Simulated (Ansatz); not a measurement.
Take the following structure.

```
CELL_PARAMETERS angstrom
4.31504 0.00000 0.00000
0.00000 2.49129 0.00000
-1.79779 0.00000 10.25388
ATOMIC_POSITIONS crystal
C 0.09764 0.00000 0.87416
C 0.03559 0.00000 0.72524
C 0.11917 0.00000 0.12579
C 0.43076 0.50000 0.47361
C 0.18126 0.00000 0.27480
C 0.36867 0.50000 0.32460
C 0.45186 0.00000 0.92429
C 0.18137 0.50000 0.67511
C 0.93162 0.50000 0.07567
C 0.11831 0.50000 0.52373
C 0.59764 0.50000 0.87416
C 0.53559 0.50000 0.72524
C 0.61917 0.50000 0.12579
C 0.93076 0.00000 0.47361
C 0.68126 0.50000 0.27480
C 0.86867 0.00000 0.32460
C 0.95186 0.50000 0.92429
C 0.68137 0.00000 0.67511
C 0.43162 0.00000 0.07567
C 0.61831 0.00000 0.52373
```

Describe what this structure looks like.

The element is carbon. Its lattice is base-centred monoclinic, its space group Cm (No. 8). The cell holds 20 atoms. Each C has four C in a distorted tetrahedral arrangement at 1.53 to 1.59 Å. The bonds build a three-dimensional framework.

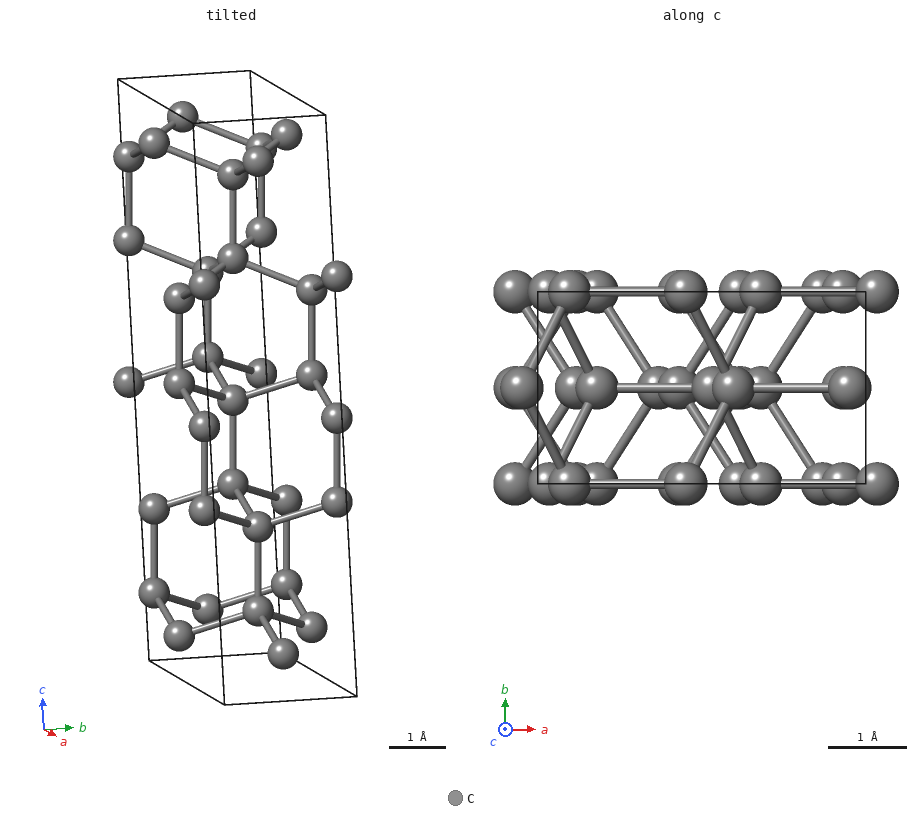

A ball-and-stick rendering, viewed slightly off an axis and along the c axis. The wireframe shows the conventional unit cell.

Origin of the cell: an entry, possibly a prediction, of the Crystallography Open Database. The cell was then strained or its atoms displaced on purpose. Ansatz was used for an electronic-structure calculation on it.

At this level of theory the run's own cell isn't at rest (forces up to 2.2 eV/Å), so its distances can differ from those at equilibrium, the more so the softer the solid.
